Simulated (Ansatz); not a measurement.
Run report: TiO2, geometry relaxation (part 1 of 3)

The run: geometry relaxation of TiO2 (24 atoms in the cell). Method and program: DFT, PBE, plane-wave PAW, default files, scalar-relativistic, no spin polarisation (Ansatz 0.2.0).

The structure derives from an entry of the Crystallography Open Database. It belongs to a series of runs on one base structure; here: ions relaxed at fixed cell.

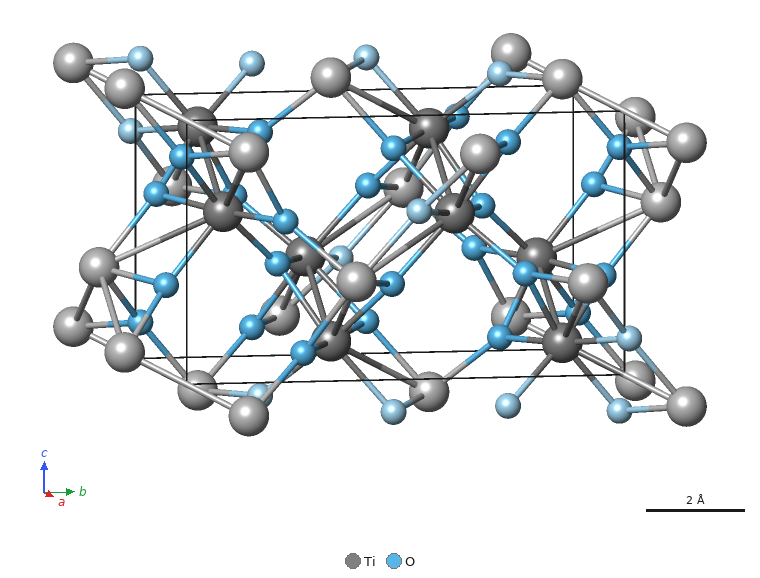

**Figure 1.** The starting structure (ball-and-stick view of the cell of the calculation, seen slightly off an axis; neighbours outside the cell are drawn fainter). Near neighbours in the crystal (not all of them lie inside the picture): Ti has 6 O at 1.92 to 1.99 Å and 3 Ti at 2.94 to 2.97 Å; O has 3 Ti at 1.92 to 1.99 Å.

### Results in brief

| quantity | value |
| --- | --- |
| outcome | converged |
| space group (tolerance 0.01 Å) | Pbca (61) |
| electrons treated | 192 |
| free energy | −29109.5557 eV |
| Fermi energy | 9.468 eV |
| gap on the k-point mesh | 2.38 eV |
| pressure | 4.77 GPa |
| final volume | 257.41 Å³ |
| field gradient V_zz (10²¹ V/m²) | Ti 1.96, Ti 1.96, Ti 1.96, Ti 1.96, Ti 1.96, Ti 1.96, Ti 1.96, Ti 1.96 (the first 8 of 24 sites) |
| largest force (length of the vector) at the end | 0.019 eV/Å |
| final cell | a = 5.145 Å, b = 9.185 Å, c = 5.447 Å, α = 90.00°, β = 90.00°, γ = 90.00° |
| hardware | 1 thread of AMD EPYC (Zen 5), 192 GiB of memory available, shared host |
| wall time | 94 s |
| peak memory | 0.88 GiB |

### Remarks

Warnings of the run: the SCF threshold is looser than advised for the printed stress.

### The input
```yaml
crystal:
  lattice:
    - [5.145, 0.0, 0.0]
    - [0.0, 9.185, 0.0]
    - [0.0, 0.0, 5.447]
  atoms:
    - { symbol: Ti, position: [0.127, 0.127, 0.887] }
    - { symbol: Ti, position: [0.627, 0.373, 0.113] }
    - { symbol: Ti, position: [0.873, 0.627, 0.613] }
    - { symbol: Ti, position: [0.373, 0.873, 0.387] }
    - { symbol: Ti, position: [0.873, 0.873, 0.113] }
    - { symbol: Ti, position: [0.373, 0.627, 0.887] }
    - { symbol: Ti, position: [0.127, 0.373, 0.387] }
    - { symbol: Ti, position: [0.627, 0.127, 0.613] }
    - { symbol: O, position: [0.465, 0.23, 0.895] }
    - { symbol: O, position: [0.965, 0.27, 0.105] }
    - { symbol: O, position: [0.535, 0.73, 0.605] }
    - { symbol: O, position: [0.035, 0.77, 0.395] }
    - { symbol: O, position: [0.535, 0.77, 0.105] }
    - { symbol: O, position: [0.035, 0.73, 0.895] }
    - { symbol: O, position: [0.465, 0.27, 0.395] }
    - { symbol: O, position: [0.965, 0.23, 0.605] }
    - { symbol: O, position: [0.82, 0.01, 0.845] }
    - { symbol: O, position: [0.32, 0.49, 0.155] }
    - { symbol: O, position: [0.18, 0.51, 0.655] }
    - { symbol: O, position: [0.68, 0.99, 0.345] }
    - { symbol: O, position: [0.18, 0.99, 0.155] }
    - { symbol: O, position: [0.68, 0.51, 0.845] }
    - { symbol: O, position: [0.82, 0.49, 0.345] }
    - { symbol: O, position: [0.32, 0.01, 0.655] }
kpoints:
  mp_grid: { grid: [5, 3, 4] }
scf:
  occupations: { method: fermi_dirac, width: 0.02 }
hamiltonian:
  xc: pbe
  pseudopotentials: { kind: paw }
output:
  forces: true
  stress: true
  populations: true
  efg:
    quadrupole_moments_barn: { Ti: 0.247, O: -0.02558 }
    contact_densities: true
  write_density: true
  write_potential: true
  elf: true
  volumetric_format: npy
relax:
  f_tol: 0.02
  max_steps: 60
```

Command:
```bash
ansatz run input.yaml --threads 1 --pin off --max-ram 3072MiB --backend cpu --events-out ev --progress --plain --runs-dir out
```

### Output
```
Warning: output.stress: scf.convergence.dr2_threshold = 1e-7 eV (the SCF's general default) is looser than the 2.4e-9 eV advised for a printed stress (1e-10 eV for each atom of the cell: 24). What an SCF threshold leaves in a stress goes as its square root, and in the free energy as the threshold itself, and one threshold admits the most on a small cell: of the crystals measured, under no hybrid functional and no lock of the moments, on runs that ended without the residual-converged pass, on stresses that held no estimate of that error, the worst erred by over 100 MPa in a component at 1e-7 eV an atom and by under 5 at 1e-10. Every solve of this run answers to scf.convergence.dr2_threshold, and the tensor of one is reported: a single SCF on the reported geometry and on this run's grids (its basis.xc_grid and basis.ecutrho_ratio typed), with scf.convergence.dr2_threshold at 2.4e-9 eV or tighter, prints it and tightens no other solve. Else set scf.convergence.dr2_threshold to 2.4e-9 eV or tighter. The threshold is an SCF's pass mark: one that does not reach it within its budget of iterations ends unconverged, or closes short of it on a stop that the run arms, and scf.convergence.dr2_threshold's page says what that costs each kind of run
Engine: ansatz 0.2.0, x86_64-unknown-linux-gnu
Pseudopotentials: kind: paw
Pseudopotential: Ti, paw, valence charge 12, recommended cutoff 420 eV (normal), Ti.paw.azcp
Pseudopotential: O, paw, valence charge 6, recommended cutoff 420 eV (normal), O.paw.azcp
Functional definition: PBE
  parameter kappa = 0.804
  parameter beta = 0.06672455060314922
  exchange = pbe_x(kappa = kappa, mu = beta*pi^2/3)
  correlation = pbe_c(beta = beta)
Crystal: 24 atoms, lattice volume = 257.408 Å³
Basis set: ecut = 420 eV, 5049 PW (Γ), exchange–correlation on 72×128×80 points (8 copies of the dense FFT grid, shifted against one another)
Bands: 120, of which v1, the nominal top of the filled ones, is band 96 counted from 1 (95 counted from 0)
Symmetry: 8 space group operations
Space group: Pbca (ITA 61), of the structure as read, at distance tolerance 6.4e-5 Å
k-points: 18 of 60
Non-local potential: Ti, projectors of the file, l = 0: 3, l = 1: 2, l = 2: 3, l = 3: 1
Non-local potential: O, projectors of the file, l = 0: 2, l = 1: 2, l = 2: 1
PAW form: soft (Blöchl's): semilocal exchange-correlation on the pseudo side does not see the compensation charge
PAW one-centre angular grid: Ti, 590 points (default); XC on 64 Gauss nodes
PAW one-centre angular grid: O, 110 points (default); XC on 64 Gauss nodes
Initial density: superposition of atomic densities (neutral atoms: chi_scale 0, normalization atom), corrected by the library's trained network
Initial wavefunctions: pseudopotential atomic-orbital guess
Functional: x = pbe(κ = 0.804, μ = 0.2195149727645171), c = pbe(β = 0.06672455060314922)
SCF iter   1: F=—  HF=-29109.211578 eV  |F-HF|=—  |Δ(HF+E_count)|=         —  Δρ=3.14e-3  dr2=9.55e-3  ethr=1.77e-3  ⟨swp⟩=5.0  Hψ=7963  notcnv=0  defer=49
preconditioner: auto → Resta (q_TF=auto, 2.598 Å⁻¹)  ε∞=8.5  [insulator: Δε(μ)=2.153 eV  Ē_g=9.542 eV  σ=0.020 eV  W_gap=1.00  n_scr=66 (ndim 8)  ℏωp=26.2 eV  f_vac=0.045  D(μ)=0.00/eV (n_scr^D=0)  ε∞_Penn≈8.5]
SCF iter   2: F=—  HF=-29109.215866 eV  |F-HF|=—  |Δ(HF+E_count)|=   4.29e-3  Δρ=1.68e-3  dr2=2.31e-3  ethr=4.97e-6  ⟨swp⟩=2.0  Hψ=3301  notcnv=0  defer=305
SCF iter   3: F=—  HF=-29109.218096 eV  |F-HF|=—  |Δ(HF+E_count)|=   2.23e-3  Δρ=6.99e-4  dr2=1.27e-3  ethr=1.20e-6  ⟨swp⟩=2.0  Hψ=3005  notcnv=0  defer=305
SCF iter   4: F=—  HF=-29109.218066 eV  |F-HF|=—  |Δ(HF+E_count)|=   2.98e-5  Δρ=1.51e-4  dr2=5.41e-5  ethr=6.61e-7  ⟨swp⟩=2.0  Hψ=2670  notcnv=0  defer=305
iter 5 did not close the SCF: its close was put off for the readings that it lacked (scf_convergence_deferred on its scf_iter line)
SCF iter   5: F=-29109.218092 eV  HF=-29109.218093 eV  |F-HF|=9.84e-7  |Δ(HF+E_count)|=   2.69e-5  Δρ=5.21e-5  dr2=7.80e-6  ethr=2.82e-8  ⟨swp⟩=2.0  Hψ=3005  notcnv=0  defer=305
SCF iter   6: F=-29109.218094 eV  HF=-29109.218094 eV  |F-HF|=3.84e-7  |Δ(HF+E_count)|=   1.52e-6  Δρ=2.59e-5  dr2=1.76e-6  ethr=4.06e-9  ⟨swp⟩=7.0  Hψ=14508  notcnv=0
SCF 1 converged in 6 iterations: F = -29109.218094 eV  dr2 = 1.76e-6
  greatest PAW one-centre occupation: 0.999 electrons in one spin orbital (limit 2), on the Ti atom at site 7 (counted from 0), in its partial waves of l = 0
relax step   1: F+E_penalty+E_count = -29109.21809387 eV  Δ(F+E_penalty+E_count) = +0.000e0 eV  max|allowed force component| = 6.849e-1 eV/Å  Δτ_max = 0.0000 Å  (6 SCF iters, dr2 threshold 1.00e-5 eV, accepted)
Initial density: handed on by an earlier stage of this run
Initial wavefunctions: those handed on with the density
iter 1 solved again at ethr=6.49e-6 eV; its pass at ethr=3.10e-3 eV (dr2=1.25e-2 eV) is discarded
SCF iter   1: F=—  HF=-29109.312706 eV  |F-HF|=—  |Δ(HF+E_count)|=         —  Δρ=3.25e-3  dr2=1.25e-2  ethr=6.49e-6  ⟨swp⟩=2.0  Hψ=6278  notcnv=0  defer=301
preconditioner: auto → Resta (q_TF=auto, 2.598 Å⁻¹)  ε∞=8.5  [insulator: Δε(μ)=2.164 eV  Ē_g=9.545 eV  σ=0.020 eV  W_gap=1.00  n_scr=66 (ndim 8)  ℏωp=26.2 eV  f_vac=0.047  D(μ)=0.00/eV (n_scr^D=0)  ε∞_Penn≈8.5]
SCF iter   2: F=—  HF=-29109.311945 eV  |F-HF|=—  |Δ(HF+E_count)|=   7.62e-4  Δρ=1.55e-3  dr2=2.63e-3  ethr=6.49e-6  ⟨swp⟩=2.0  Hψ=2786  notcnv=0  defer=301
SCF iter   3: F=—  HF=-29109.311971 eV  |F-HF|=—  |Δ(HF+E_count)|=   2.62e-5  Δρ=8.27e-4  dr2=7.56e-4  ethr=1.37e-6  ⟨swp⟩=2.0  Hψ=2534  notcnv=0  defer=301
SCF iter   4: F=—  HF=-29109.312084 eV  |F-HF|=—  |Δ(HF+E_count)|=   1.13e-4  Δρ=2.02e-4  dr2=9.71e-5  ethr=3.94e-7  ⟨swp⟩=2.1  Hψ=2731  notcnv=0  defer=301
SCF iter   5: F=—  HF=-29109.312081 eV  |F-HF|=—  |Δ(HF+E_count)|=   2.79e-6  Δρ=1.05e-4  dr2=3.00e-5  ethr=1.53e-8  ⟨swp⟩=10.0  Hψ=17507  notcnv=0
SCF iter   6: F=-29109.312081 eV  HF=-29109.312082 eV  |F-HF|=1.24e-6  |Δ(HF+E_count)|=   1.34e-6  Δρ=3.51e-5  dr2=4.05e-6  ethr=1.53e-8  ⟨swp⟩=9.0  Hψ=14428  notcnv=0
SCF 2 converged in 6 iterations: F = -29109.312081 eV  dr2 = 4.05e-6
  Residual-converged pass: ⟨swp⟩=1.1  Hψ=2235  notcnv=0  max |occ|·‖R‖ = 7.1e-9 eV (tolerance 1.0e-8 eV)  dr2=4.05e-6  dr2_onsite=1.88e-7  max |Δocc| = 0.0e0
relax step   2: F+E_penalty+E_count = -29109.31208121 eV  Δ(F+E_penalty+E_count) = -9.399e-2 eV  max|allowed force component| = 3.095e-1 eV/Å  Δτ_max = 0.0193 Å  (6 SCF iters, dr2 threshold 2.93e-5 eV, accepted)
SCF iter   1: F=—  HF=-29109.405425 eV  |F-HF|=—  |Δ(HF+E_count)|=         —  Δρ=4.14e-3  dr2=2.33e-2  ethr=1.09e-4  ⟨swp⟩=4.0  Hψ=4411  notcnv=0  defer=290
preconditioner: auto → Resta (q_TF=auto, 2.598 Å⁻¹)  ε∞=8.5  [insulator: Δε(μ)=2.168 eV  Ē_g=9.542 eV  σ=0.020 eV  W_gap=1.00  n_scr=66 (ndim 8)  ℏωp=26.2 eV  f_vac=0.046  D(μ)=0.00/eV (n_scr^D=0)  ε∞_Penn≈8.5]
SCF iter   2: F=—  HF=-29109.401459 eV  |F-HF|=—  |Δ(HF+E_count)|=   3.97e-3  Δρ=2.14e-3  dr2=7.07e-3  ethr=1.21e-5  ⟨swp⟩=2.2  Hψ=3520  notcnv=0  defer=290
SCF iter   3: F=—  HF=-29109.400554 eV  |F-HF|=—  |Δ(HF+E_count)|=   9.04e-4  Δρ=1.13e-3  dr2=2.53e-3  ethr=3.68e-6  ⟨swp⟩=2.0  Hψ=2868  notcnv=0  defer=290
SCF iter   4: F=—  HF=-29109.400520 eV  |F-HF|=—  |Δ(HF+E_count)|=   3.39e-5  Δρ=2.17e-4  dr2=9.48e-5  ethr=1.32e-6  ⟨swp⟩=2.0  Hψ=2863  notcnv=0  defer=290
SCF iter   5: F=—  HF=-29109.400547 eV  |F-HF|=—  |Δ(HF+E_count)|=   2.70e-5  Δρ=1.51e-4  dr2=5.89e-5  ethr=4.94e-8  ⟨swp⟩=2.0  Hψ=3022  notcnv=0  defer=290
SCF iter   6: F=-29109.400540 eV  HF=-29109.400539 eV  |F-HF|=4.60e-7  |Δ(HF+E_count)|=   8.07e-6  Δρ=3.89e-5  dr2=3.14e-6  ethr=3.12e-9  ⟨swp⟩=7.1  Hψ=14607  notcnv=0
SCF 3 converged in 6 iterations: F = -29109.400540 eV  dr2 = 3.14e-6
  greatest PAW one-centre occupation: 0.999 electrons in one spin orbital (limit 2), on the Ti atom at site 4 (counted from 0), in its partial waves of l = 0
relax step   3: F+E_penalty+E_count = -29109.40053975 eV  Δ(F+E_penalty+E_count) = -8.846e-2 eV  max|allowed force component| = 2.852e-1 eV/Å  Δτ_max = 0.0247 Å  (6 SCF iters, dr2 threshold 5.99e-6 eV, accepted)
SCF iter   1: F=—  HF=-29109.631886 eV  |F-HF|=—  |Δ(HF+E_count)|=         —  Δρ=1.29e-2  dr2=2.78e-1  ethr=8.33e-4  ⟨swp⟩=4.0  Hψ=4866  notcnv=0  defer=280
preconditioner: auto → Resta (q_TF=auto, 2.598 Å⁻¹)  ε∞=8.5  [insulator: Δε(μ)=2.329 eV  Ē_g=9.592 eV  σ=0.020 eV  W_gap=1.00  n_scr=66 (ndim 8)  ℏωp=26.2 eV  f_vac=0.041  D(μ)=0.00/eV (n_scr^D=0)  ε∞_Penn≈8.5]
SCF iter   2: F=—  HF=-29109.571073 eV  |F-HF|=—  |Δ(HF+E_count)|=   6.08e-2  Δρ=7.02e-3  dr2=8.83e-2  ethr=1.45e-4  ⟨swp⟩=2.0  Hψ=2636  notcnv=0  defer=280
SCF iter   3: F=—  HF=-29109.556731 eV  |F-HF|=—  |Δ(HF+E_count)|=   1.43e-2  Δρ=5.34e-3  dr2=6.90e-2  ethr=4.60e-5  ⟨swp⟩=3.1  Hψ=3256  notcnv=0  defer=280
SCF iter   4: F=—  HF=-29109.543824 eV  |F-HF|=—  |Δ(HF+E_count)|=   1.29e-2  Δρ=7.86e-4  dr2=1.00e-3  ethr=3.59e-5  ⟨swp⟩=2.2  Hψ=2899  notcnv=0  defer=280
SCF iter   5: F=—  HF=-29109.544326 eV  |F-HF|=—  |Δ(HF+E_count)|=   5.02e-4  Δρ=4.53e-4  dr2=4.81e-4  ethr=5.22e-7  ⟨swp⟩=2.0  Hψ=3149  notcnv=0  defer=280
SCF iter   6: F=—  HF=-29109.544248 eV  |F-HF|=—  |Δ(HF+E_count)|=   7.83e-5  Δρ=1.05e-4  dr2=2.47e-5  ethr=2.51e-7  ⟨swp⟩=2.1  Hψ=2764  notcnv=0  defer=280
SCF iter   7: F=-29109.544258 eV  HF=-29109.544257 eV  |F-HF|=1.76e-6  |Δ(HF+E_count)|=   8.88e-6  Δρ=3.26e-5  dr2=2.83e-6  ethr=8.65e-9  ⟨swp⟩=9.0  Hψ=14808  notcnv=0
SCF 4 converged in 7 iterations: F = -29109.544258 eV  dr2 = 2.83e-6
  Residual-converged pass: ⟨swp⟩=1.0  Hψ=2232  notcnv=0  max |occ|·‖R‖ = 7.0e-9 eV (tolerance 1.0e-8 eV)  dr2=2.83e-6  dr2_onsite=3.40e-8  max |Δocc| = 0.0e0
relax step   4: F+E_penalty+E_count = -29109.54425833 eV  Δ(F+E_penalty+E_count) = -1.437e-1 eV  max|allowed force component| = 8.110e-2 eV/Å  Δτ_max = 0.0846 Å  (7 SCF iters, dr2 threshold 1.66e-5 eV, accepted)
SCF iter   1: F=—  HF=-29109.556691 eV  |F-HF|=—  |Δ(HF+E_count)|=         —  Δρ=2.09e-3  dr2=7.53e-3  ethr=1.28e-4  ⟨swp⟩=3.2  Hψ=3979  notcnv=0  defer=285
preconditioner: auto → Resta (q_TF=auto, 2.598 Å⁻¹)  ε∞=8.4  [insulator: Δε(μ)=2.378 eV  Ē_g=9.625 eV  σ=0.020 eV  W_gap=1.00  n_scr=66 (ndim 8)  ℏωp=26.2 eV  f_vac=0.043  D(μ)=0.00/eV (n_scr^D=0)  ε∞_Penn≈8.4]
SCF iter   2: F=—  HF=-29109.555702 eV  |F-HF|=—  |Δ(HF+E_count)|=   9.89e-4  Δρ=1.17e-3  dr2=2.40e-3  ethr=3.92e-6  ⟨swp⟩=1.5  Hψ=2934  notcnv=0  defer=285
SCF iter   3: F=—  HF=-29109.555507 eV  |F-HF|=—  |Δ(HF+E_count)|=   1.95e-4  Δρ=7.20e-4  dr2=1.17e-3  ethr=1.25e-6  ⟨swp⟩=2.0  Hψ=2977  notcnv=0  defer=285
SCF iter   4: F=—  HF=-29109.555322 eV  |F-HF|=—  |Δ(HF+E_count)|=   1.85e-4  Δρ=1.49e-4  dr2=3.43e-5  ethr=6.09e-7  ⟨swp⟩=2.1  Hψ=2803  notcnv=0  defer=285
SCF iter   5: F=—  HF=-29109.555674 eV  |F-HF|=—  |Δ(HF+E_count)|=   3.52e-4  Δρ=1.12e-4  dr2=2.94e-5  ethr=1.78e-8  ⟨swp⟩=2.0  Hψ=3025  notcnv=0  defer=285
SCF iter   6: F=—  HF=-29109.555671 eV  |F-HF|=—  |Δ(HF+E_count)|=   2.83e-6  Δρ=1.76e-5  dr2=6.40e-7  ethr=1.53e-8  ⟨swp⟩=2.0  Hψ=2737  notcnv=0  defer=285
SCF iter   7: F=-29109.555672 eV  HF=-29109.555672 eV  |F-HF|=7.46e-8  |Δ(HF+E_count)|=   4.57e-7  Δρ=6.30e-6  dr2=8.98e-8  ethr=2.77e-10  ⟨swp⟩=8.0  Hψ=12723  notcnv=0
SCF 5 converged in 7 iterations: F = -29109.555672 eV  dr2 = 8.98e-8
relax step   5: F+E_penalty+E_count = -29109.55567159 eV  Δ(F+E_penalty+E_count) = -1.141e-2 eV  max|allowed force component| = 1.564e-2 eV/Å  Δτ_max = 0.0217 Å  (7 SCF iters, dr2 threshold 5.32e-7 eV, accepted)
iter 1 solved again at ethr=4.69e-11 eV; its pass at ethr=3.10e-3 eV (dr2=9.00e-8 eV) is discarded
SCF iter   1: F=—  HF=-29109.555476 eV  |F-HF|=—  |Δ(HF+E_count)|=         —  Δρ=6.37e-6  dr2=8.97e-8  ethr=4.69e-11  ⟨swp⟩=1.0  Hψ=5112  notcnv=0  defer=285
preconditioner: auto → Resta (q_TF=auto, 2.598 Å⁻¹)  ε∞=8.4  [insulator: Δε(μ)=2.379 eV  Ē_g=9.622 eV  σ=0.020 eV  W_gap=1.00  n_scr=66 (ndim 8)  ℏωp=26.2 eV  f_vac=0.043  D(μ)=0.00/eV (n_scr^D=0)  ε∞_Penn≈8.4]
SCF iter   2: F=—  HF=-29109.555672 eV  |F-HF|=—  |Δ(HF+E_count)|=   1.96e-4  Δρ=4.25e-6  dr2=4.46e-8  ethr=4.67e-11  ⟨swp⟩=7.9  Hψ=11880  notcnv=0
SCF iter   3: F=-29109.555672 eV  HF=-29109.555672 eV  |F-HF|=1.31e-8  |Δ(HF+E_count)|=   4.45e-8  Δρ=3.09e-6  dr2=2.23e-8  ethr=2.32e-11  ⟨swp⟩=5.6  Hψ=11340  notcnv=0
SCF 6 converged in 3 iterations: F = -29109.555672 eV  dr2 = 2.23e-8
relax step   6: F+E_penalty+E_count = -29109.55567159 eV  Δ(F+E_penalty+E_count) = -2.023e-9 eV  max|allowed force component| = 1.569e-2 eV/Å  Δτ_max = 0.0000 Å  (3 SCF iters, accepted)
```

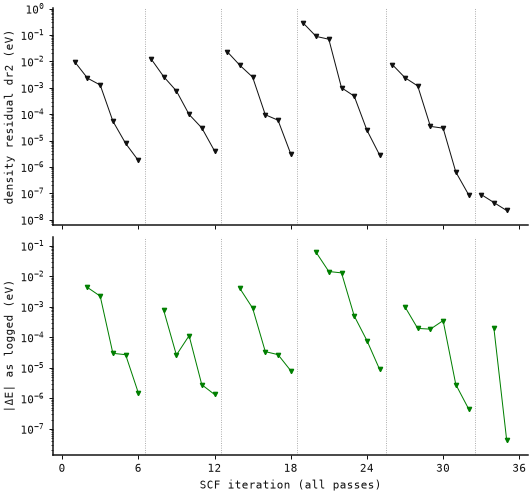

**Figure 2.** Convergence of the self-consistent field: density residual dr2 and size of the energy change against the SCF iteration. The dotted lines part the SCF passes of the relaxation: geometry steps, rejected trials and re-solves on a re-selected basis. The 6 passes take 3 to 7 iterations each, 35 in all.

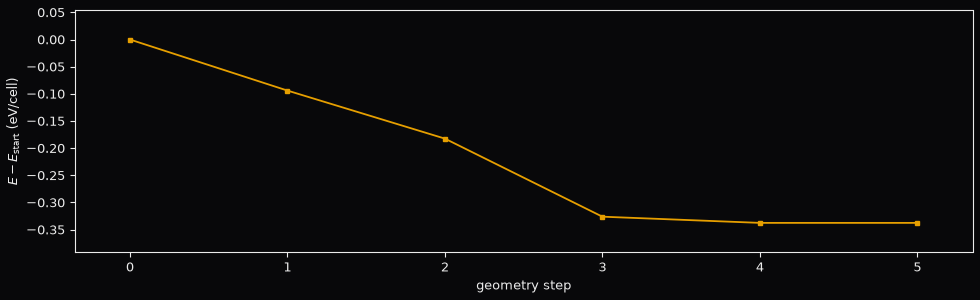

**Figure 3.** Progress of the relaxation, step by step (the first geometry is step 0 here and step 1 in the log).
